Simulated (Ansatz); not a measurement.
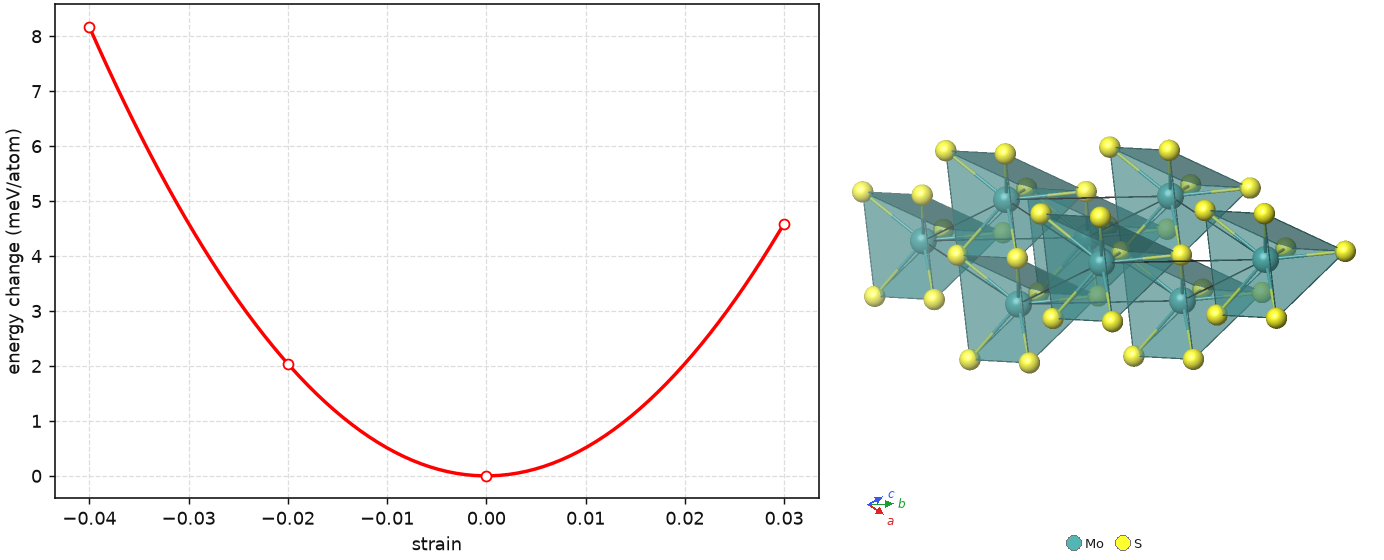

The figure shows the energy change against strain for MoS₂, space group R3m (No. 160). The cell is drawn beside the plot.

Starting cell:
```
CELL_PARAMETERS angstrom
1.57647 0.91018 5.99653
-1.57647 0.91018 5.99653
0.00000 -1.82036 5.99653
ATOMIC_POSITIONS crystal
Mo 0.00002 0.00002 0.00002
S 0.75356 0.75356 0.75356
S 0.57972 0.57972 0.57972
```

Computed with Ansatz 0.2.0: homogeneous strain of a crystal along one Voigt pattern with engineering shear, fractional coordinates fixed, by plane-wave density functional theory with PAW datasets, free energies less that of the undisturbed cell, pressure positive in compression; scalar-relativistic. Level: PBE with D3(BJ), no spin polarisation.

wave cutoff 420 eV; k mesh 12×12×12; occupations Gaussian; smearing width 0.05 eV; k shift (0, 0, 0) (mesh steps); start relaxed; strain pattern (0, 0, 0, 0, 0, 1) (xx yy zz yz xz xy with engineering shear).

From this curve and the settings, what does the calculation give for the tensile stress summed over the strain pattern, pressure and gap on the k mesh at the same points?

The tensile stress summed over the strain pattern rises from −3.796 GPa at strain −0.04 to 2.849 GPa at 0.03, and changes sign near 0.00. The pressure goes from 0.206 GPa at strain −0.04 to 0.121 GPa at 0.03, not monotonically, with a low of 0.012 GPa at 0.00. The gap on the k mesh stays open and runs from 0.796 eV at strain −0.04 to 0.792 eV at 0.03, with its least value, 0.789 eV, at 0.00.

```json
{"strain": "-0.04", "tensile stress summed over the strain pattern (GPa)": "-3.796", "pressure (GPa)": "0.206", "gap on the k mesh (eV)": "0.796"}
{"strain": "-0.02", "tensile stress summed over the strain pattern (GPa)": "-1.900", "pressure (GPa)": "0.061", "gap on the k mesh (eV)": "0.790"}
{"strain": "0.00", "tensile stress summed over the strain pattern (GPa)": "0.000", "pressure (GPa)": "0.012", "gap on the k mesh (eV)": "0.789"}
{"strain": "0.03", "tensile stress summed over the strain pattern (GPa)": "2.849", "pressure (GPa)": "0.121", "gap on the k mesh (eV)": "0.792"}
```
